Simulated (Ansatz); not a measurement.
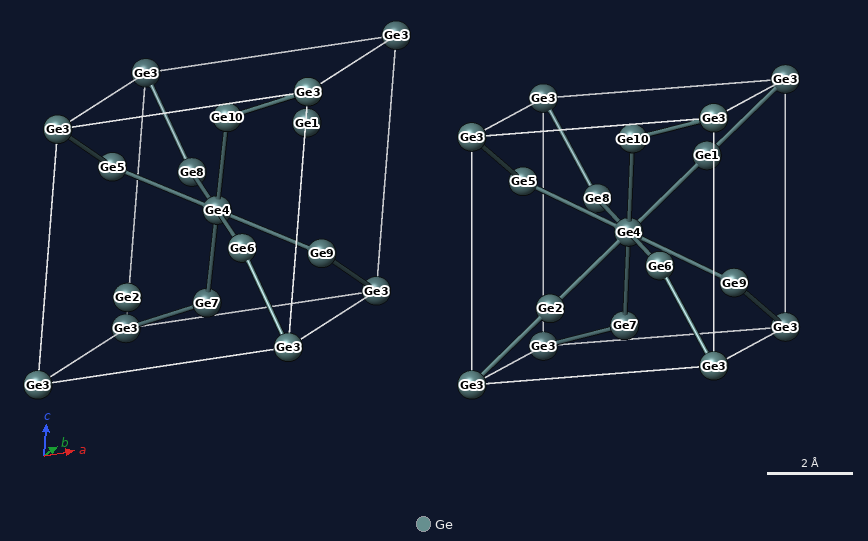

Two geometries of a crystal of Ge (a generated structure, set up in R-3c), drawn at one scale. One is the start of a relaxation, the other its converged end. A ball-and-stick model of the cell of the calculation, seen slightly off an axis.

Theory: DFT PBE, scalar-relativistic, plane waves, PAW in Ansatz. (plane-wave cutoff 420 eV; k-point mesh 6 × 6 × 6; occupations gaussian; smearing width 0.1 eV; no spin polarisation; cell and atoms relaxed; force threshold 0.01 eV/Å; at most 80 steps)

> Which of the two is the end point?

The right one is the relaxed one. The largest moves relative to the cell, 0.043 Å, are those of Ge5, Ge6, Ge7, Ge8, Ge9 and Ge10. Ge8 goes along [0 1 −1]. Cell: a = b = c 6.080 → 5.892 Å (−3.1 %), α 77.0° → 84.8°, β 77.0° → 84.8°, γ 77.0° → 84.8°. Volume −3.6 %. Among the contacts that change: Ge1–Ge3 3.171 → 2.774 Å, Ge1–Ge5 2.621 → 2.709 Å, Ge3–Ge10 2.691 → 2.777 Å. Bond angles that change, for instance: Ge5–Ge4–Ge6 105.6° → 109.5°, Ge5–Ge4–Ge8 74.4° → 70.5°, Ge3–Ge9–Ge4 128.8° → 125.9°. The space group stays R-3c (No. 167). Over 6 accepted moves (8 points after the start) the energy falls by 11.4 meV per atom. Largest force component: 0.0014 eV/Å at the start, 0.0012 eV/Å at the end. Pressure: −0.03 GPa at the start and 0.01 GPa at the end. The line search rejected the trial step at point 4 of the run. At 1 point the geometry stayed and the basis and grid were re-selected for the new cell (energy shift of less than 0.05 meV per atom at most each time).
